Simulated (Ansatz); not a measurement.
```xyz
35
Lattice="-3.9364 3.9364 -3.9364 7.8729 3.9364 0.0000 0.0000 -7.8729 -3.9364" Properties=species:S:1:pos:R:3 pbc="T T T"
Sr    0.0000    0.0000   -3.9364
Sr    0.0000    3.9364   -3.9364
Sr    0.0000   -3.9365   -3.9364
Sr    3.9364   -3.9364   -3.9364
Sr    3.9365    0.0000   -3.9364
Sr    3.9364    3.9365   -3.9364
Sr    0.0000    0.0000    0.0000
Ti    1.9682   -1.9682   -1.9682
Ti    1.9682    1.9682   -1.9682
Ti   -1.9682   -1.9683   -5.9047
Ti    1.9682   -1.9682   -5.9047
Ti    1.9683    1.9682   -5.9047
Ti    5.9046    1.9683   -1.9682
Ti   -1.9682    1.9682   -1.9682
O    -1.9682    0.0000   -5.9047
O     1.9682    0.0000   -1.9682
O    -1.9682   -3.9364   -5.9047
O     1.9682    3.9364   -1.9682
O     1.9683    0.0000   -5.9047
O     5.9046    0.0000   -1.9682
O     5.9047    3.9364   -1.9682
O    -1.9682    1.9682   -3.9364
O     1.9682   -5.9047   -3.9364
O    -1.9682   -1.9682   -3.9364
O     1.9682   -1.9683   -3.9364
O     1.9682    1.9683   -3.9364
O     1.9683    5.9047   -3.9364
O     5.9046   -1.9682   -3.9364
O     3.9364   -1.9682   -1.9682
O     3.9365    1.9682   -1.9682
O     0.0000   -1.9682   -5.9047
O     3.9364   -1.9682   -5.9047
O     3.9364    1.9682   -5.9047
O     0.0000   -1.9682   -1.9682
O     0.0000    1.9682   -1.9682
```

Space group Pm-3m; a structure from a database of computed crystals, not necessarily the ambient phase; computed without spin polarisation.

Method: DFT PBE, scalar-relativistic, plane waves, PAW in Ansatz.

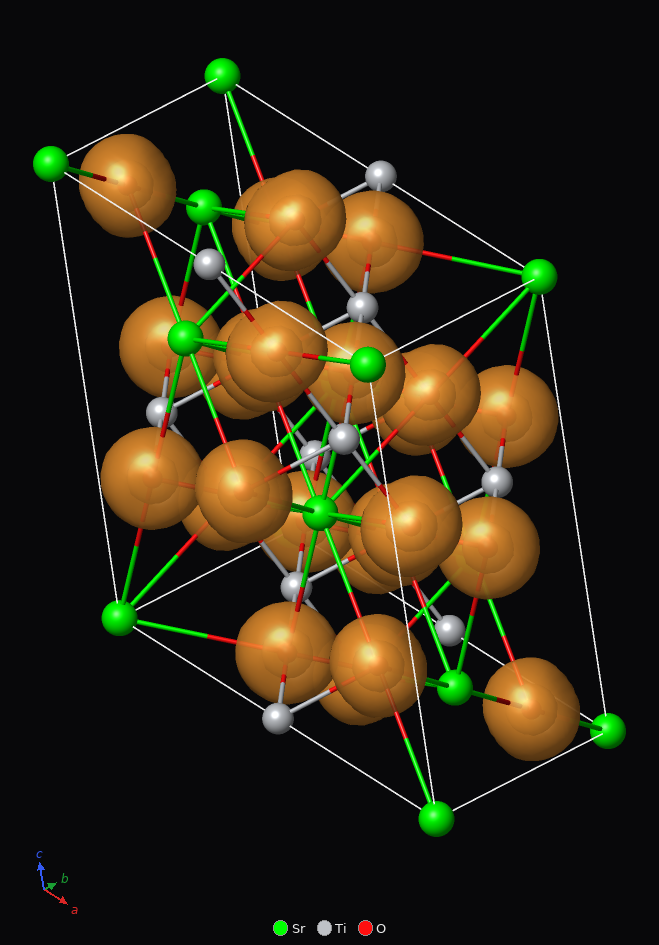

SrTiO₃. Isosurface of the electron localisation function at 0.75 (orange), seen slightly off an axis. Core shells and regions of very low density are left out. Sticks mark near contacts.

Core electrons are frozen (PAW), and the valence fields are smoothed inside the atomic spheres.

> Where are the electrons localised?

The ELF exceeds this value in 21 regions wrapped around O (the valence shell of each), counted in one cell of 35 atoms. Any copies at cell faces, edges or corners count once. Profiles from the grid: Ti–O (1.97 Å): the ELF peaks at about 0.80 in the valence shell of O, 0.6 Å from its nucleus, and is about 0.20 at the midpoint; no localised pair shows between them. Sr–O (2.78 Å): the ELF is about 0.05 at the midpoint; a largely ionic contact.

> Does the calculation give a band gap?

It is gapped, with a Kohn–Sham gap of 1.9 eV on the k-point mesh (the band edges may lie off the mesh, which would make the gap smaller).
